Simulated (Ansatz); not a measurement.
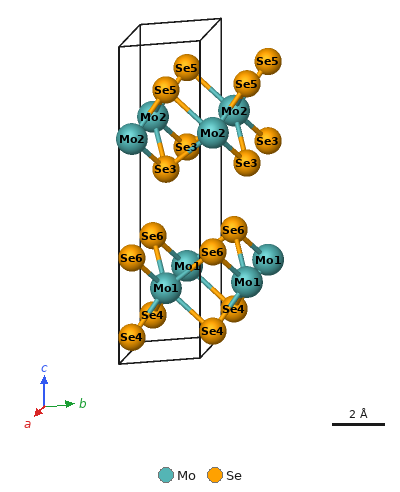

The structure as given in the input (ball-and-stick view of the cell of the calculation, repeated 2 × 2 × 1, seen slightly off an axis; atoms are numbered from 1 in the order of the input). Near neighbours in the crystal (not all of them lie inside the picture): Mo has 6 Se at 2.49 Å; Se has 3 Mo at 2.49 Å.

Run report: MoSe$_{2}$, single-point calculation (part 1 of 2)

The run: single-point calculation of MoSe$_{2}$ (6 atoms in the cell). Method and program: DFT PBEsol+U+J, scalar-relativistic, plane waves, PAW, U = 7 eV, J = 0.5 eV on Mo atom 1 d; U = 7 eV, J = 0.5 eV on Mo atom 2 d (Ansatz 0.2.0).

The structure derives from an entry of the Crystallography Open Database. The run did not end well. It belongs to a series of runs on one base structure; here: random orbitals: random, high filling. Figures and captions count atoms from 1; the log counts them from 0 in places.

The input
```yaml
crystal:
  lattice:
    - [3.28799957, 0.0, 0.0]
    - [-1.64399979, 2.84749116, 0.0]
    - [0.0, 0.0, 12.90000092]
  atoms:
    - { symbol: Mo, position: [0.3333333333, 0.6666666667, 0.25], spin: 2.0 }
    - { symbol: Mo, position: [0.6666666667, 0.3333333333, 0.75], spin: 2.0 }
    - { symbol: Se, position: [0.3333333333, 0.6666666667, 0.625] }
    - { symbol: Se, position: [0.6666666667, 0.3333333333, 0.125] }
    - { symbol: Se, position: [0.3333333333, 0.6666666667, 0.875] }
    - { symbol: Se, position: [0.6666666667, 0.3333333333, 0.375] }
basis:
  ecutwfc: 420
  ecutrho_ratio: 4
kpoints:
  mp_grid: { grid: [7, 7, 2] }
hamiltonian:
  xc: pbesol
  hubbard:
    sites:
      - { site: 0, l: d, u: 7.0, j: 0.5, starting_ns: [{ spin: up, occupation_matrix: s0up }, { spin: down, occupation_matrix: s0down }] }
      - { site: 1, l: d, u: 7.0, j: 0.5, starting_ns: [{ spin: up, occupation_matrix: s1up }, { spin: down, occupation_matrix: s1down }] }
    occupation_matrices:
      s0up:
        matrix:
          - [0.18676, 0.06873, 0.10071, -0.02177, 0.33952]
          - [0.06873, 0.10128, 0.24196, 0.04457, 0.07319]
          - [0.10071, 0.24196, 0.83959, 0.18955, -0.04761]
          - [-0.02177, 0.04457, 0.18955, 0.07699, -0.11181]
          - [0.33952, 0.07319, -0.04761, -0.11181, 0.79537]
      s0down:
        matrix:
          - [0.02, 0.0, 0.0, 0.0, 0.0]
          - [0.0, 0.02, 0.0, 0.0, 0.0]
          - [0.0, 0.0, 0.02, 0.0, 0.0]
          - [0.0, 0.0, 0.0, 0.02, 0.0]
          - [0.0, 0.0, 0.0, 0.0, 0.02]
      s1up:
        matrix:
          - [0.31969, -0.30068, 0.10956, 0.21057, 0.2194]
          - [-0.30068, 0.46034, -0.35748, -0.05715, -0.05441]
          - [0.10956, -0.35748, 0.50201, -0.19818, -0.21566]
          - [0.21057, -0.05715, -0.19818, 0.33927, 0.33837]
          - [0.2194, -0.05441, -0.21566, 0.33837, 0.37869]
      s1down:
        matrix:
          - [0.02, 0.0, 0.0, 0.0, 0.0]
          - [0.0, 0.02, 0.0, 0.0, 0.0]
          - [0.0, 0.0, 0.02, 0.0, 0.0]
          - [0.0, 0.0, 0.0, 0.02, 0.0]
          - [0.0, 0.0, 0.0, 0.0, 0.02]
    ns_hold: { iters: 12 }
scf:
  occupations: { method: gaussian, width: 0.05 }
  lower_state_search: "off"
  max_iter: 150
output:
  forces: true
  stress: true
  eigenvalues: true
  populations: true
  hubbard: { sites: [{ site: 0, l: d }, { site: 1, l: d }] }
magnetization:
  spin_polarized: true
```

Machine: 4 threads of Arm Neoverse V2, 24 GiB of memory available, shared host.

Command:
```bash
ansatz run input.yaml --threads 4 --pin off --max-ram 6144MiB --backend cpu --events-out ev --progress --plain --runs-dir out
```

The program's output
```
Warning: crystal.symmetry: narrowed to the stabiliser of the occupation matrices — unitary ops 24 → 1; lowered by the specified shells (site 0, l: d), (site 1, l: d); largest admitted image defect 4.4e-16, smallest excluded 4.4e-1 — at a splitting's scale: the group the occupation matrices' own texture admits
Mo: projections on atomic orbitals take those of the free atom [Ar 3d10] 4s2 4p6 4d5 5s1, of charge +0.00 (hamiltonian.pseudopotentials.projection_atoms); the dataset's partial waves leave at most 6.0e-6 of an orbital's norm unspanned inside its sphere
Se: projections on atomic orbitals take those of the free atom [Ar] 3d10 4s2 4p4, of charge +0.00 (hamiltonian.pseudopotentials.projection_atoms); the dataset's partial waves leave at most 2.3e-6 of an orbital's norm unspanned inside its sphere
Engine: ansatz 0.2.0, aarch64-unknown-linux-gnu
Pseudopotentials: kind: paw
Pseudopotential: Mo, paw, valence charge 14, recommended cutoff 420 eV (normal), Mo.paw.azcp
Pseudopotential: Se, paw, valence charge 16, recommended cutoff 420 eV (normal), Se.paw.azcp
Functional definition: PBEsol
  exchange = pbesol_x
  correlation = pbesol_c
Crystal: 6 atoms, lattice volume = 120.777 Å³
Basis set: ecut = 420 eV, 2395 PW (Γ), exchange–correlation on 48×48×180 points (8 copies of the dense FFT grid, shifted against one another)
Bands: 58, of which v1, the nominal top of the filled ones, is band 46 counted from 1 (45 counted from 0)
Symmetry: 1 space group operations
k-points: 50 of 98 (time reversal used)
Non-local potential: Mo, projectors of the file, l = 0: 3, l = 1: 2, l = 2: 2, l = 3: 1
Non-local potential: Se, projectors of the file, l = 0: 2, l = 1: 2, l = 2: 3, l = 3: 1
PAW form: soft (Blöchl's): semilocal exchange-correlation on the pseudo side does not see the compensation charge
PAW frozen core: Mo, regenerated for the run's functional, and the local potential with it (the file was generated under x = pbe(κ = 0.804, μ = 0.2195149727645171), c = pbe(β = 0.06672455060314922))
PAW frozen core: Se, regenerated for the run's functional, and the local potential with it (the file was generated under x = pbe(κ = 0.804, μ = 0.2195149727645171), c = pbe(β = 0.06672455060314922))
PAW one-centre angular grid: Mo, 590 points (default); XC on 64 Gauss nodes
PAW one-centre angular grid: Se, 590 points (default); XC on 64 Gauss nodes
Initial density: superposition of atomic densities (chi_scale 0.1, normalization cell)
Starting moments: Σ|m| = 4 μB on 2 of 6 sites
Initial wavefunctions: pseudopotential atomic-orbital guess
Functional: x = pbesol(κ = 0.804, μ = 0.12345679012345678), c = pbesol(β = 0.046)
```
